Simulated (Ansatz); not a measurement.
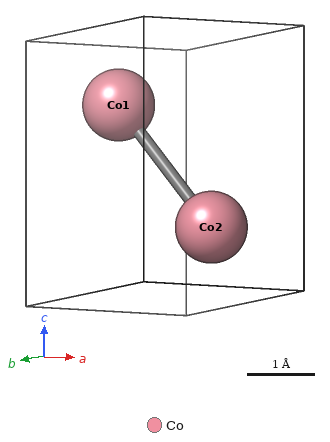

Figure 1. The structure as given in the input (ball-and-stick view of the cell of the calculation, seen at an oblique angle; atoms are numbered from 1 in the order of the input). Near neighbours in the crystal (not all of them lie inside the picture): Co has 12 Co at 2.42 to 2.55 Å.

**Two runs on Co**

System: Co (P-3m1, 2 atoms in the cell).
Method of run 1: Kohn-Sham DFT of a periodic cell, PBEsol, Ansatz PAW, spin-polarised (Ansatz 0.2.0).

The structure derives from a Materials Project entry. Text and figures count atoms from 1; the logs count them from 0 in places.

**Input, run 1**
```yaml
crystal:
  lattice:
    - [2.4873648738, 0.0, 0.0]
    - [-1.2436824369, 2.1541211692, 0.0]
    - [0.0, 0.0, 4.0632895034]
  atoms:
    - { symbol: Co, position: [0.3333333333, 0.6666666667, 0.740139], spin: 2.0 }
    - { symbol: Co, position: [0.6666666667, 0.3333333333, 0.259861], spin: -2.0 }
hamiltonian:
  xc: pbesol
  pseudopotentials: { kind: paw }
magnetization:
  spin_polarized: true
kpoints:
  mp_grid: { grid: [12, 12, 7] }
scf:
  occupations: { method: fermi_dirac, width: 0.05 }
output:
  forces: true
  stress: true
  eigenvalues: true
```

Launched with:
```bash
ansatz run input.yaml --threads 2 --pin off --max-ram 5632MiB --backend cpu --events-out ev --progress --plain --runs-dir out
```

Hardware: 2 threads of Arm Neoverse V2, 24 GiB of memory available, shared host.

**Output, shortened to warnings, some set-up lines, iterations and results (run 1)**
```
WARN: the starting moments were not kept: 1 of 2 ended reversed and 1 kept their direction, counting a site from 0.1 μB. The largest reversed, site 0 (counted from 0, in the order of the report's site_moments_mub), started with +2.0 μB and closes at -1.7e0 μB in its sphere. The starting moments cancel, and the net magnetisation is 3.3e0 μB in size, over 0.1 of its absolute magnetisation of 3.5e0 …
Basis set: ecut = 420 eV, 391 PW (Γ), exchange–correlation on 36×36×60 points (8 copies of the dense FFT grid, shifted against one another)
Symmetry: 6 space group operations
k-points: 112 of 1008 (time reversal used)
Initial density: superposition of atomic densities (chi_scale 0.1, normalization cell)
[...]
SCF iter   1: F=—  HF=-10185.524724 eV  |F-HF|=—  |Δ(HF+E_count)|=         —  Δρ=1.25e-1 (↑1.25e-1 ↓1.25e-1)  dr2=3.33e0  dr2_m=1.79e0  M=-0.000 μB ∫|m|=2.391 μB  β_m=0.30  …
SCF iter   2: F=—  HF=-10184.234408 eV  |F-HF|=—  |Δ(HF+E_count)|=    1.29e0  Δρ=5.14e-2 (↑5.14e-2 ↓5.14e-2)  dr2=2.48e-1  dr2_m=4.52e-1  M=-0.000 μB ∫|m|=2.611 μB  β_m=0.39  …
SCF iter   3: F=—  HF=-10184.879198 eV  |F-HF|=—  |Δ(HF+E_count)|=   6.45e-1  Δρ=3.55e-2 (↑3.55e-2 ↓3.55e-2)  dr2=8.01e-3  dr2_m=2.47e-1  M=-0.000 μB ∫|m|=2.467 μB  β_m=0.68  …
SCF iter   4: F=—  HF=-10185.513607 eV  |F-HF|=—  |Δ(HF+E_count)|=   6.34e-1  Δρ=2.30e-2 (↑2.30e-2 ↓2.29e-2)  dr2=4.70e-2  dr2_m=9.32e-2  M=-0.000 μB ∫|m|=2.104 μB  β_m=0.84  …
SCF iter   5: F=—  HF=-10185.538451 eV  |F-HF|=—  |Δ(HF+E_count)|=   2.48e-2  Δρ=1.11e-2 (↑1.09e-2 ↓1.11e-2)  dr2=1.69e-1  dr2_m=9.54e-3  M=-0.001 μB ∫|m|=1.919 μB  β_m=0.66  …
[... 9 lines ...]
SCF iter  15: F=—  HF=-10185.934184 eV  |F-HF|=—  |Δ(HF+E_count)|=   6.12e-7  Δρ=5.17e-5 (↑5.17e-5 ↓2.12e-5)  dr2=7.43e-7  dr2_m=1.60e-7  M=-3.262 μB ∫|m|=3.558 μB  β_m=0.66  …
SCF iter  16: F=—  HF=-10185.934184 eV  |F-HF|=—  |Δ(HF+E_count)|=   4.65e-8  Δρ=2.24e-5 (↑2.24e-5 ↓1.58e-5)  dr2=2.09e-7  dr2_m=1.94e-8  M=-3.262 μB ∫|m|=3.558 μB  β_m=0.62  …
SCF iter  17: F=—  HF=-10185.934184 eV  |F-HF|=—  |Δ(HF+E_count)|=   2.03e-9  Δρ=3.65e-6 (↑3.65e-6 ↓1.51e-6)  dr2=1.57e-9  dr2_m=9.37e-10  M=-3.262 μB ∫|m|=3.558 μB  β_m=0.76 …
SCF iter  18: F=-10185.934184 eV  HF=-10185.934184 eV  |F-HF|=6.53e-9  |Δ(HF+E_count)|=  4.57e-10  Δρ=5.02e-6 (↑5.02e-6 ↓1.12e-6)  dr2=7.31e-9  dr2_m=8.63e-10  M=-3.262 μB …
SCF 1 converged in 18 iterations: F = -10185.934184 eV  dr2 = 7.31e-9
WARN: the starting moments were not kept: 1 of 2 ended reversed and 1 kept their direction, counting a site from 0.1 μB. The largest reversed, site 0 (counted from 0, in the order of the report's site_moments_mub), started with +2.0 μB and closes at -1.7e0 μB in its sphere. The starting moments …
SCF converged after 18 iterations
Magnetization: -3.2616 μB (15.3692 up, 18.6308 down)
Absolute magnetization: 3.5592 μB (∫|ρ↑−ρ↓|, with the PAW one-centre terms)
Spin contamination: 0.0517 ħ² per cell (⟨S²⟩ above its minimum at these occupations)
Per-site moments (μB) at R_I (Å): [(-1.7003830496672192, 0.9994691688402235), (-1.7003627604439324, 0.9994691688402235)]
Free energy (F): -10185.934184 eV
Harris-Foulkes:  -10185.934184 eV  (|F-HF|=6.53e-9)
Internal energy: -10185.919104 eV  (E = F + TS)
E sigma→0 (E₀):  -10185.926644 eV
Entropy (-TS):   -0.015080 eV (-7.540 meV/atom)
Fermi energy:    18.460329 eV
--- Per-component energies (eV) ---
  E_band       = -493.362729
  E_kinetic    = 907.135545
  E_local      = -5687.063449  (includes V_loc(G=0)·N_el)
  E_nonlocal   = 911.271864
  E_hartree    = 2378.695851
  E_xc         = -315.308960
  E_vxc        = -408.764666  (∫ρ·V_xc dr)
  E_paw        = -2964.866567  (= ΣΔE_a)
  E_vpaw       = -973.333001  (= ΣTr[D̂ρ^β])
  E_aug_tail   = 0.000118  (compensation charges beyond the density's cutoff)
  E_ewald      = -5416.160346
  E_core_change = 0.376838  (= ΣΔE_core)
  E_smearing   = -0.015080  (= −TS)
  E_closure    = -0.000000  (closes the sum)
  Σ components = -10185.934184   (vs F -10185.934184, Δ=0.00e0)
--- Forces (eV/Å), atoms counted from 1 ---
  atom   1  Co     0.00000000    -0.00000000     0.44248546
  atom   2  Co    -0.00000000     0.00000000    -0.44249920
  max |Σ_I F_I| component: 1.37e-5 eV/Å
--- Stress (GPa, compression-positive) ---
       -8.367340       0.000000      -0.000000
        0.000000      -8.367340      -0.000000
[...]
```

The input of run 2 differs as follows (lines with − go, lines with + come):
```diff
-    - { symbol: Co, position: [0.6666666667, 0.3333333333, 0.259861], spin: -2.0 }
+    - { symbol: Co, position: [0.6666666667, 0.3333333333, 0.259861], spin: 2.0 }
```

How does run 2 compare with run 1?

The energy is the same within 0.01 meV per atom. The net moment of the cell goes from −3.26 to 3.26 μB. The SCF takes 10 iterations against 18. On the same kind of shared host run 2 took about 0.31 times as long.

**Output, shortened to warnings, some set-up lines, iterations and results (run 2)**
```
Basis set: ecut = 420 eV, 391 PW (Γ), exchange–correlation on 36×36×60 points (8 copies of the dense FFT grid, shifted against one another)
Symmetry: 12 space group operations
k-points: 112 of 1008
Initial density: superposition of atomic densities (chi_scale 0.1, normalization cell)
[...]
SCF iter   1: F=—  HF=-10185.630451 eV  |F-HF|=—  |Δ(HF+E_count)|=         —  Δρ=8.91e-2 (↑6.78e-2 ↓8.91e-2)  dr2=3.01e0  dr2_m=5.43e-2  M=3.482 μB ∫|m|=3.618 μB  β_m=0.30  …
SCF iter   2: F=—  HF=-10184.632755 eV  |F-HF|=—  |Δ(HF+E_count)|=   9.98e-1  Δρ=3.40e-2 (↑1.16e-2 ↓3.40e-2)  dr2=2.40e-1  dr2_m=6.15e-2  M=3.515 μB ∫|m|=3.692 μB  β_m=0.35  …
SCF iter   3: F=—  HF=-10185.135620 eV  |F-HF|=—  |Δ(HF+E_count)|=   5.03e-1  Δρ=1.65e-2 (↑1.65e-2 ↓7.95e-3)  dr2=1.81e-2  dr2_m=1.98e-2  M=3.451 μB ∫|m|=3.669 μB  β_m=0.49  …
SCF iter   4: F=—  HF=-10185.668700 eV  |F-HF|=—  |Δ(HF+E_count)|=   5.33e-1  Δρ=1.36e-2 (↑1.36e-2 ↓1.11e-2)  dr2=6.78e-2  dr2_m=3.58e-3  M=3.373 μB ∫|m|=3.625 μB  β_m=0.49  …
SCF iter   5: F=—  HF=-10185.837437 eV  |F-HF|=—  |Δ(HF+E_count)|=   1.69e-1  Δρ=1.02e-2 (↑8.98e-3 ↓1.02e-2)  dr2=4.44e-2  dr2_m=1.72e-3  M=3.324 μB ∫|m|=3.595 μB  β_m=0.63  …
SCF iter   6: F=—  HF=-10185.928538 eV  |F-HF|=—  |Δ(HF+E_count)|=   9.11e-2  Δρ=1.16e-3 (↑1.06e-3 ↓1.16e-3)  dr2=4.26e-4  dr2_m=1.29e-4  M=3.276 μB ∫|m|=3.565 μB  β_m=0.81  …
SCF iter   7: F=—  HF=-10185.934128 eV  |F-HF|=—  |Δ(HF+E_count)|=   5.59e-3  Δρ=2.92e-4 (↑2.92e-4 ↓2.58e-4)  dr2=2.18e-6  dr2_m=1.41e-5  M=3.263 μB ∫|m|=3.559 μB  β_m=0.88  …
SCF iter   8: F=—  HF=-10185.934185 eV  |F-HF|=—  |Δ(HF+E_count)|=   5.64e-5  Δρ=1.03e-4 (↑1.03e-4 ↓4.03e-5)  dr2=7.33e-7  dr2_m=9.72e-7  M=3.262 μB ∫|m|=3.558 μB  β_m=0.94  …
SCF iter   9: F=—  HF=-10185.934184 eV  |F-HF|=—  |Δ(HF+E_count)|=   2.74e-7  Δρ=1.63e-5 (↑2.64e-6 ↓1.63e-5)  dr2=2.63e-8  dr2_m=1.60e-8  M=3.262 μB ∫|m|=3.558 μB  β_m=0.97  …
SCF iter  10: F=-10185.934184 eV  HF=-10185.934184 eV  |F-HF|=1.06e-10  |Δ(HF+E_count)|=  6.97e-10  Δρ=8.29e-7 (↑8.29e-7 ↓6.96e-7)  dr2=1.16e-10  dr2_m=3.19e-11  M=3.262 μB …
SCF 1 converged in 10 iterations: F = -10185.934184 eV  dr2 = 1.16e-10
SCF converged after 10 iterations
Magnetization: 3.2616 μB (18.6308 up, 15.3692 down)
Absolute magnetization: 3.5592 μB (∫|ρ↑−ρ↓|, with the PAW one-centre terms)
Spin contamination: 0.0517 ħ² per cell (⟨S²⟩ above its minimum at these occupations)
Per-site moments (μB) at R_I (Å): [(1.700374941539961, 0.9994691688402235), (1.7003749415399616, 0.9994691688402235)]
Free energy (F): -10185.934184 eV
Harris-Foulkes:  -10185.934184 eV  (|F-HF|=1.06e-10)
Internal energy: -10185.919105 eV  (E = F + TS)
E sigma→0 (E₀):  -10185.926644 eV
Entropy (-TS):   -0.015080 eV (-7.540 meV/atom)
Fermi energy:    18.460338 eV
--- Per-component energies (eV) ---
  E_band       = -493.362400
  E_kinetic    = 907.135566
  E_local      = -5687.061856  (includes V_loc(G=0)·N_el)
  E_nonlocal   = 911.271410
  E_hartree    = 2378.694572
  E_xc         = -315.309016
  E_vxc        = -408.764741  (∫ρ·V_xc dr)
  E_paw        = -2964.866390  (= ΣΔE_a)
  E_vpaw       = -973.332849  (= ΣTr[D̂ρ^β])
  E_aug_tail   = 0.000118  (compensation charges beyond the density's cutoff)
  E_ewald      = -5416.160346
  E_core_change = 0.376838  (= ΣΔE_core)
  E_smearing   = -0.015080  (= −TS)
  E_closure    = 0.000000  (closes the sum)
  Σ components = -10185.934184   (vs F -10185.934184, Δ=0.00e0)
--- Forces (eV/Å), atoms counted from 1 ---
  atom   1  Co     0.00000000    -0.00000000     0.44250245
  atom   2  Co    -0.00000000     0.00000000    -0.44250245
  max |Σ_I F_I| component: 1.11e-16 eV/Å
--- Stress (GPa, compression-positive) ---
       -8.367365       0.000000      -0.000000
        0.000000      -8.367365      -0.000000
       -0.000000      -0.000000     -11.258578
  P = ⅓ Tr σ = -9.3311 GPa (-93.311 kbar)
```

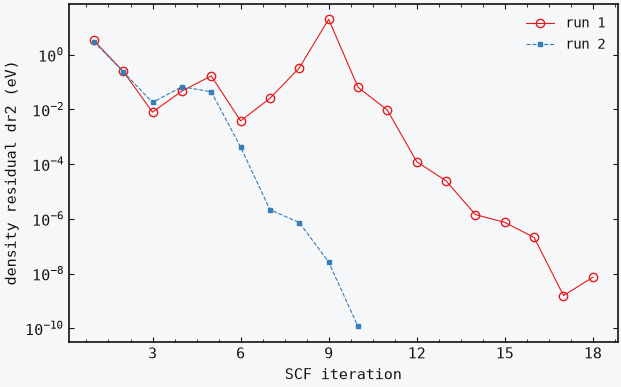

Figure 2. Convergence of the two runs: density residual dr2 against the SCF iteration. Run 1 takes 18 iterations in all, and run 2 takes 10.

**The two runs side by side**

| quantity | run 1 | run 2 |
| --- | --- | --- |
| outcome | converged | converged |
| free energy per atom (eV) | −5092.9671 | −5092.9671 |
| energy per atom, smearing taken to zero (eV) | −5092.9633 | −5092.9633 |
| gap on the mesh (eV) | 0.00 | 0.00 |
| net moment of the cell (μB) | −3.26 | 3.26 |
| absolute moment of the cell (μB) | 3.56 | 3.56 |
| pressure (GPa) | −9.33 | −9.33 |
| largest force (eV/Å) | 0.442 | 0.443 |
| SCF iterations | 18 | 10 |
| irreducible k-points | 112 | 112 |
| plane waves at Γ | 391 | 391 |
| wall time (shared host) | 16 s | 5 s |

For both runs: The cell is under a tension of 9.3 GPa at this level, so it is not at its equilibrium volume. For run 1: Warnings: some starting moments were not kept.
